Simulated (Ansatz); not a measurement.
```yaml
crystal:
  lattice:
    - [2.51882, 0.00000, 0.00000]
    - [-1.25941, 2.18136, 0.00000]
    - [0.00000, 0.00000, 10.18582]
  atoms:
    - { symbol: N, position: [0.66667, 0.33333, 0.00057] }
    - { symbol: N, position: [0.33333, 0.66667, 0.33390] }
    - { symbol: N, position: [0.00000, 0.00000, 0.66724] }
    - { symbol: B, position: [0.00000, 0.00000, 0.00033] }
    - { symbol: B, position: [0.66667, 0.33333, 0.33366] }
    - { symbol: B, position: [0.33333, 0.66667, 0.66700] }
```

Space group R3m; a structure from a database of computed crystals, not necessarily the ambient phase; computed pressure about −6 GPa in this cell.

Computed with Kohn-Sham DFT of a periodic cell, PBE0, Ansatz PAW in Ansatz.

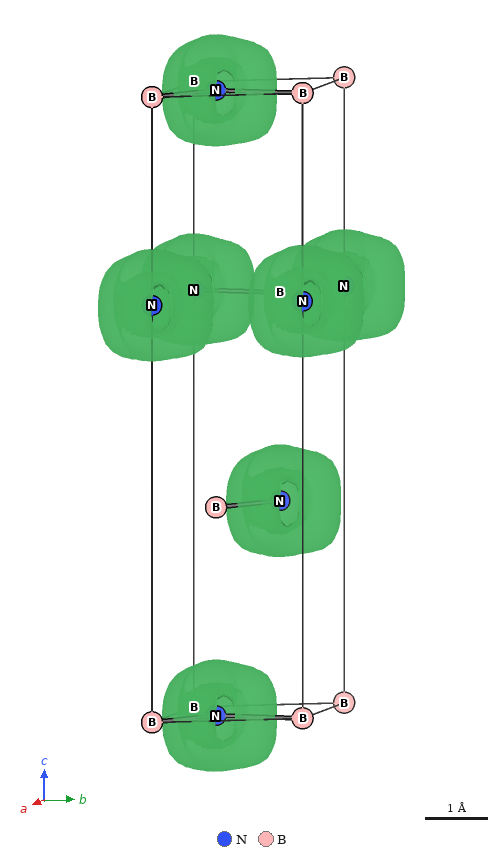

BN. Isosurface of the ELF at 0.75 (green), seen slightly off an axis. Only the valence region is drawn (cores and ρ < 0.01 e/Å³ removed). Sticks mark near contacts.

Core electrons are frozen (PAW), and the valence fields are smoothed inside the atomic spheres.

Q: Describe the localisation domains.

A: The surface consists of three regions on N in which the atom's valence shell and bonds are merged, counted in one cell of 6 atoms. Any copies at cell faces, edges or corners count once. Along the contacts the grid gives the following. B–N (1.45 Å): the ELF peaks at about 0.95 between the atoms (a polar covalent bond).
